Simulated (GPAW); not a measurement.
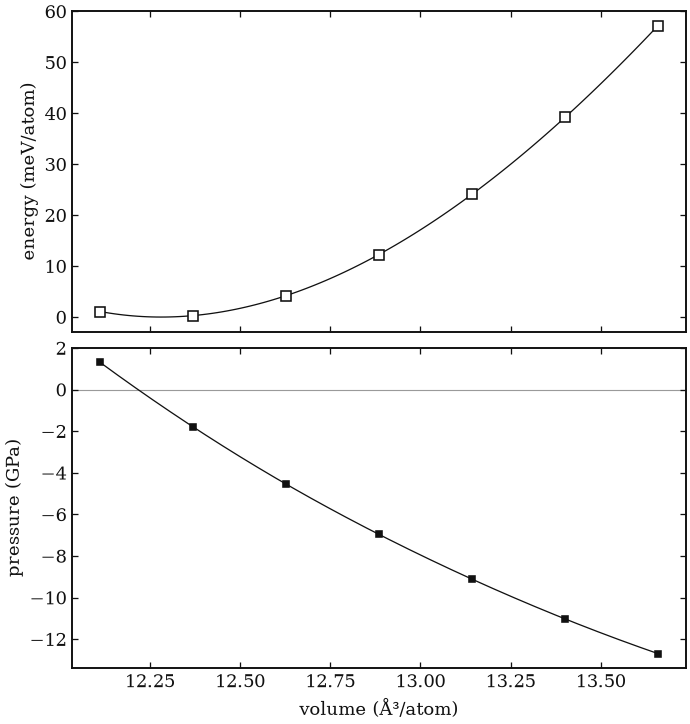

Method: PAW DFT in plane waves, on a grid or in atomic orbitals, no spin polarisation; energies at scaled volumes of the given cell, shape and fractions fixed, counted from the fit's minimum, third-order Birch-Murnaghan fit (GPAW 26.7.0). Level: LDA.

```tsv
setting	value
k mesh	5×5×5
occupations	Fermi–Dirac
smearing width	0.05 eV
potentials	GPAW PAW data sets (gpaw data 1.2.1)
wave cutoff	800 eV
program settings	basis pw
```

The given structure:
```
Cu O
1.0
     4.26000    0.00000    0.00000
     0.00000    4.26000    0.00000
     0.00000    0.00000    4.26000
Cu O
4 2
Direct
  0.75000 0.25000 0.75000
  0.75000 0.75000 0.25000
  0.25000 0.75000 0.75000
  0.25000 0.25000 0.25000
  0.50000 0.50000 0.50000
  0.00000 0.00000 0.00000
```

Energy and pressure against volume for Cu₂O, space group Pn-3m (No. 224).

The printed pressures vanish at a volume slightly off the minimum of the energy fit, as a finite basis (Pulay stress) and smearing make them.

A third-order Birch–Murnaghan fit gives V0 = 12.28 Å³/atom, B0 = 145 GPa and B′ = 4.7. The energy is 1.09 meV/atom at volume 12.11 Å³/atom and 57.15 meV/atom at 13.66 Å³/atom; the lowest computed point is at volume 12.37 Å³/atom (0.28 meV/atom), in a single well. The pressure falls from 1.31 GPa at volume 12.11 Å³/atom to −12.69 GPa at 13.66 Å³/atom, and changes sign near 12.22 Å³/atom.

Input file:
```
from ase.eos import EquationOfState
from ase.io import Trajectory, read
from ase.units import GPa
from gpaw import GPAW, PW

atoms = read('Cu2O.xyz')

traj = Trajectory('eos.traj', 'w')
volumes, energies = [], []
for x in [0.94, 0.96, 0.98, 1.0, 1.02, 1.04, 1.06]:
    a = atoms.copy()
    a.set_cell(atoms.cell * x**(1 / 3), scale_atoms=True)
    calc = GPAW(mode=PW(800),
                xc='LDA',
                kpts={'size': (5, 5, 5), 'gamma': True},
                occupations={'name': 'fermi-dirac', 'width': 0.05},
                nbands=51,
                convergence={'density': 1e-05, 'energy': 1e-05},
                maxiter=150,
                txt=f'eos-{x:.2f}.txt')
    a.calc = calc
    energies.append(a.get_potential_energy(force_consistent=True))
    volumes.append(a.get_volume())
    p = -a.get_stress()[:3].mean() / GPa
    calc.write(f'eos-{x:.2f}.gpw')
    traj.write(a)
    print(f'{x:.2f} {volumes[-1]:10.4f} A^3 {energies[-1]:14.6f} eV {p:9.3f} GPa', flush=True)

v0, e0, B = EquationOfState(volumes, energies, eos='birchmurnaghan').fit()
print(f'V0 = {v0:.4f} A^3, E0 = {e0:.6f} eV, B0 = {B / GPa:.2f} GPa')
```

Run as:
```bash
OMP_NUM_THREADS=1 python run.py
```
